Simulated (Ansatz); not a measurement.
SiO

Input file:

```
crystal:
  lattice:
    - [2.7496688196, 0.0, 0.0]
    - [0.0, 2.7496688196, 0.0]
    - [0.0, 0.0, 2.7496688196]
  atoms:
    - { symbol: Si, position: [0.0, 0.0, 0.0] }
    - { symbol: O, position: [0.5, 0.5, 0.5] }
hamiltonian:
  xc: pbe
  pseudopotentials: { kind: paw }
kpoints:
  mp_grid: { grid: [9, 9, 9] }
scf:
  occupations: { method: fermi_dirac, width: 0.05 }
output:
  forces: true
  stress: true
  eigenvalues: true
  write_density: true
  write_potential: true
  elf: true
  volumetric_format: npy
```

Run with:

```sh
ansatz run input.yaml --threads 2 --pin off --max-ram 5632MiB --backend cpu --events-out ev --progress --plain --runs-dir out
```

Below, planes, directions and counts refer to the conventional cell (a = 2.75 Å, b = 2.75 Å, c = 2.75 Å, α = 90.00°, β = 90.00°, γ = 90.00°).

Space group Pm-3m; a generated structure, not necessarily the stable one; computed pressure about 9 GPa in this cell.

Computed with Ansatz, Kohn-Sham DFT of a periodic cell, PBE, Ansatz PAW.

Q: What will maps of the valence pseudo-density and electron localisation function show?

A: Si–O (2.38 Å): the density is about 0.3 e/Å³ at the midpoint; the ELF is about 0.35 at the midpoint.

Q: Does the calculation give a band gap?

A: It is metallic or semimetallic at this level of theory: no gap opens.

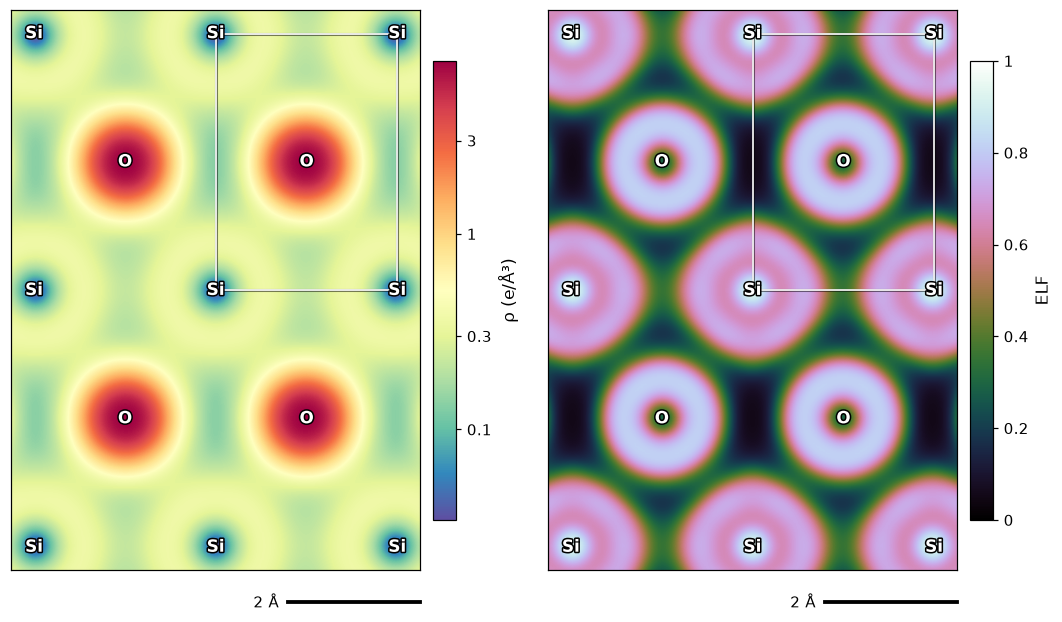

Computed valence pseudo-density and electron localisation function on the (011̄) plane of the conventional cell, in this order. 

Core electrons are frozen (PAW), and the valence fields are smoothed inside the atomic spheres.
